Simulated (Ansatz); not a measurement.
```yaml
crystal:
  lattice:
    - [7.57638, 0.00000, 0.00000]
    - [0.00000, 0.00000, -7.57638]
    - [0.00000, 7.57638, 0.00000]
  atoms:
    - { symbol: Sb, position: [0.50000, 0.50000, 0.00000] }
    - { symbol: Sb, position: [0.00000, 0.50000, 0.50000] }
    - { symbol: Sb, position: [0.00000, 0.00000, 0.00000] }
    - { symbol: Sb, position: [0.50000, 0.00000, 0.50000] }
    - { symbol: S, position: [0.75000, 0.75000, 0.25000] }
    - { symbol: S, position: [0.25000, 0.75000, 0.75000] }
    - { symbol: S, position: [0.25000, 0.25000, 0.25000] }
    - { symbol: S, position: [0.75000, 0.25000, 0.75000] }
    - { symbol: S, position: [0.11762, 0.61762, 0.11762] }
    - { symbol: S, position: [0.61762, 0.61762, 0.61762] }
    - { symbol: S, position: [0.61762, 0.11762, 0.11762] }
    - { symbol: S, position: [0.11762, 0.11762, 0.61762] }
    - { symbol: S, position: [0.11762, 0.88238, 0.38238] }
    - { symbol: S, position: [0.61762, 0.88238, 0.88238] }
    - { symbol: S, position: [0.61762, 0.38238, 0.38238] }
    - { symbol: S, position: [0.11762, 0.38238, 0.88238] }
    - { symbol: S, position: [0.38238, 0.61762, 0.38238] }
    - { symbol: S, position: [0.88238, 0.61762, 0.88238] }
    - { symbol: S, position: [0.88238, 0.11762, 0.38238] }
    - { symbol: S, position: [0.38238, 0.11762, 0.88238] }
    - { symbol: S, position: [0.38238, 0.88238, 0.11762] }
    - { symbol: S, position: [0.88238, 0.88238, 0.61762] }
    - { symbol: S, position: [0.88238, 0.38238, 0.11762] }
    - { symbol: S, position: [0.38238, 0.38238, 0.61762] }
```

Space group F-43m; a structure generated by program, which may or may not match a known phase; computed without spin polarisation.

Computed with Ansatz, DFT PBE, scalar-relativistic, plane waves, PAW.

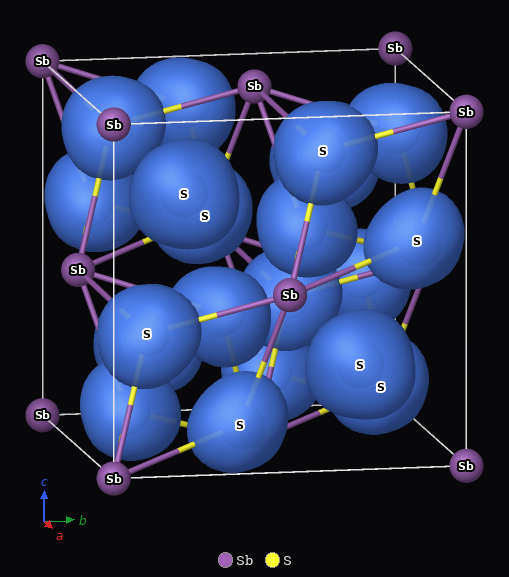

SbS5. Isosurface of the ELF at 0.65 (blue), seen slightly off an axis. Core shells and regions of very low density are left out. Sticks mark near contacts.

Core electrons are frozen (PAW), and the valence fields are smoothed inside the atomic spheres.

Question: Identify the bonds, lone pairs and shells in this picture.

Answer: At this value the surface marks out 20 regions wrapped around S (the valence shell of each), counted in one cell of 24 atoms. Any copies at cell faces, edges or corners count once.

Values along the shortest contacts:
Sb–S (3.16 Å): the ELF is about 0.20 at the midpoint (no localised pair shows between them).

Question: Metal or insulator at this level of theory?

Answer: It is metallic or semimetallic at this level of theory: no gap opens.
